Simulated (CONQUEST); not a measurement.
## PbS: geometry relaxation

- system: PbS (4 atoms in the cell)
- method: Kohn-Sham DFT of a periodic cell, PBEsol, PseudoDojo NC PBEsol, no spin polarisation (CONQUEST 1.3)

The structure derives from an entry of the Crystallography Open Database. The run did not end well. It belongs to a series of runs on one base structure; here: atoms moved at random by about 0.02 A.

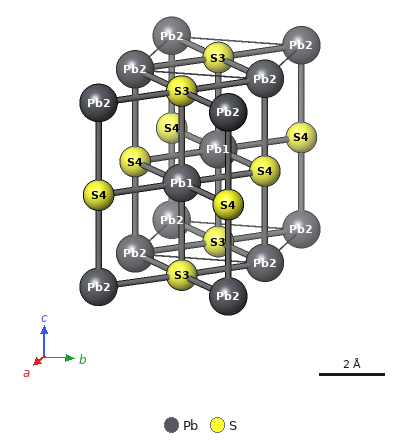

Figure 1. The starting structure (ball-and-stick view of the cell of the calculation, repeated 2 × 1 × 1, seen slightly off an axis; atoms are numbered from 1 in the order of the input). Near neighbours in the crystal (not all of them lie inside the picture): Pb has 6 S at 2.96 to 2.97 Å; S has 6 Pb at 2.96 to 2.97 Å.

## Outcome

```tsv
quantity	value
outcome	not converged
space group (tolerance 0.01 Å)	R3m (160)
electrons treated	40
free energy	−4424.9240 eV
Fermi energy	−4.090 eV
gap on the k-point mesh	1.30 eV
pressure	0.15 GPa
final volume	104.34 Å³
largest force (length of the vector)	0.016 eV/Å
hardware	1 thread of Intel Xeon @ 2.90GHz (Ice Lake), 16 GiB of memory available, shared host
wall time	16 s
peak memory	0.37 GiB
```

## What went wrong

The run did not converge. Its last values are not results. Points of doubt noted for this run: output prints bohr positions as angstrom; small atomic basis.

## Input
```
IO.Title PbS
IO.Coordinates coords.dat
IO.FractionalAtomicCoords T
IO.Iprint 2
IO.Iprint_init 1
General.NumberOfSpecies 2
General.PseudopotentialType hamann
General.DistanceUnits A
AtomMove.TypeOfRun sqnm
AtomMove.FullStress T
Grid.GridCutoff 100
DM.SolutionMethod diagon
Diag.MPMesh T
Diag.GammaCentred T
Diag.MPMeshX 4
Diag.MPMeshY 4
Diag.MPMeshZ 3
Diag.kT 0.00183747
minE.SCTolerance 1e-6
SC.MaxIters 100
IO.AtomChargeOutput T
AtomMove.NumSteps 30
AtomMove.WriteExtXYZ T
AtomMove.OutputFreq 1
AtomMove.WriteXSF F
AtomMove.MaxForceTol 1e-3
%block ChemicalSpeciesLabel
1 207.200 Pb
2 32.070 S
%endblock
```

Launched with:
```bash
Conquest
```

## What the program printed
```
Simulation cell dimensions:     4.1942 A  x     4.1942 A  x     5.9315 A

      Atomic coordinates (A )
         Atom         X         Y         Z  Species
            1    3.9217    3.9607    5.6320        1
            2    7.8846    7.9236    0.0275        1
            3    3.9346    3.9656    0.0156        2
            4    7.8976    0.0026    5.6200        2

         Monkhorst-Pack mesh:   4 x   4 x   3 gamma-centred
        This calculation includes non-local pseudopotentials,
         with a maximum core radius of      7.54117217

    Job title: PbS
    Job to be run: SQNM atomic relaxation

    Ground state search:
      Support functions represented with PAO basis
      1:1 PAO to SF mapping
      Non-spin-polarised electrons
      Solving for the K matrix using diagonalisation
      Using Fermi-Dirac smearing

    Integration grid size:     36 x   36 x   60

    Integration grid spacing:  0.117 A  x 0.117 A  x 0.099 A

    Number of species:  2
    --------------------------------------------------------
    |   #  mass (au)  Charge (e)  SF Rad (A )  NSF  Label  |
    --------------------------------------------------------
    |   1    207.200      14.000        4.194   14  Pb     |
    |   2     32.070       6.000        3.379    9  S      |
    --------------------------------------------------------
          SCF tolerance:                 0.00000100
          SCF iterations:               100

    LibXC version:  6. 2. 2
    Using the GGA functional Perdew, Burke & Ernzerhof SOL
    Using the GGA functional Perdew, Burke & Ernzerhof SOL

           radial cut-off to be used is taken to be max PAO cut-off radius for this species:    7.541172

           greatest ang. mom. for making density from PAOs:  2

           radial cut-off to be used is taken to be max PAO cut-off radius for this species:    6.083497

           greatest ang. mom. for making density from PAOs:  2
    Minimum blocs/proc is     1215. Maximum blocs/proc is     1215
    set_atom_dens: In set_atomic_density, electrons :      40.000000000000
 matrix_size & matrix_size_padH =           46          46

    Screened ion int: energy:    -123.042043306024 Ha

    sqnm: starting SQNM atomic relaxation
    sqnm: Tolerance:   0.0010 Ha/A  Maximum steps:   30
      PulayMixSC: Starting Pulay mixing, A_up =  0.500 A_dn =  0.500
      PulayMixSC: Spin non-polarised calculation.
          Harris-Foulkes Energy            :      -162.649180553107783 Ha
      PulayMixSC: Pulay iteration     1 residual:              0.22824E-02
          Harris-Foulkes Energy            :      -162.616134701157620 Ha
      PulayMixSC: Pulay iteration     2 residual:              0.98318E-03
          Harris-Foulkes Energy            :      -162.613144217379329 Ha
      PulayMixSC: Pulay iteration     3 residual:              0.31983E-03
          Harris-Foulkes Energy            :      -162.612965667146369 Ha
      PulayMixSC: Pulay iteration     4 residual:              0.57707E-04
          Harris-Foulkes Energy            :      -162.612957958498384 Ha
      PulayMixSC: Pulay iteration     5 residual:              0.10366E-04
          Harris-Foulkes Energy            :      -162.612957471721245 Ha
      PulayMixSC: Pulay iteration     6 residual:              0.27172E-05
          Harris-Foulkes Energy            :      -162.612957434732323 Ha
      PulayMixSC: Pulay iteration     7 residual:              0.12071E-06
      PulayMixSC: Reached SCF tolerance of  0.12071E-06 after      7 iterations
      | Number of electrons      =        40.000064
      |* Harris-Foulkes energy   =      -162.612957434732323 Ha
      |* DFT total energy        =      -162.612957434515579 Ha

      force: Forces on atoms (Ha/A )
      force:  Atom   X              Y              Z
      force:     1   0.0002272540   0.0001378707  -0.0005213824
      force:     2   0.0002272540   0.0001378707  -0.0005213824
      force:     3  -0.0000446159  -0.0000947201   0.0004526333
      force:     4  -0.0000446159  -0.0000947201   0.0004526333

      force: Maximum force :        0.00052138(Ha/A ) on atom         1 in z direction
      force: Force Residual:        0.00052836 Ha/A
      force: Total stress:         -0.80020626     0.00660312     0.01017421 GPa
                             0.00660312    -0.81087525    -0.00005650
                             0.01017421    -0.00005650     1.16304927
      force: Average pressure:      0.14934408 GPa

      get_E_and_F: Change in energy during last step of electronic optimisation:  0.36989E-07

    GeomOpt - Iter:    0 MaxF:   0.00052138 Ha/A  E:    -162.61295743 Ha dE:     0.00000000 Ha

    maximum force below threshold:      0.00052 Ha/A

    BIBLIOGRAPHY: Please consider citing the following references in the conquest.bib file

    CONQUEST:         Bowler2002pt, Miyazaki2004, Nakata2020
    Basis:            Bowler2019
    DM:               Bowler:2006xr
    Pseudopotentials: Hamann2013, Bowler2019
    XC references from LibXC:
```

## File coords.dat
```
    4.1942038730     0.0000000000     0.0000000000
    0.0000000000     4.1942038730     0.0000000000
    0.0000000000     0.0000000000     5.9315000000
4
  0.4947920000   0.4997160000   0.5024540000 1 T T T
  0.9947920000   0.9997160000   0.0024540000 1 T T T
  0.4964295000   0.5003335000   0.0013895000 2 T T T
  0.9964295000   0.0003335000   0.5013895000 2 T T T
```

## File coord_next.dat
```
      7.92589663430450742      0.00000000000000000      0.00000000000000000
      0.00000000000000000      7.92589663430450742      0.00000000000000000
      0.00000000000000000      0.00000000000000000     11.20891051315310705
       4
      0.49479200000000001      0.49971599999999999      0.50245399999999996     1  T  T  T
      0.99479200000000001      0.99971600000000005      0.00245400000000000     1  T  T  T
      0.49642950000000002      0.50033349999999999      0.00138950000000000     2  T  T  T
      0.99642949999999997      0.00033350000000000      0.50138950000000004     2  T  T  T
```
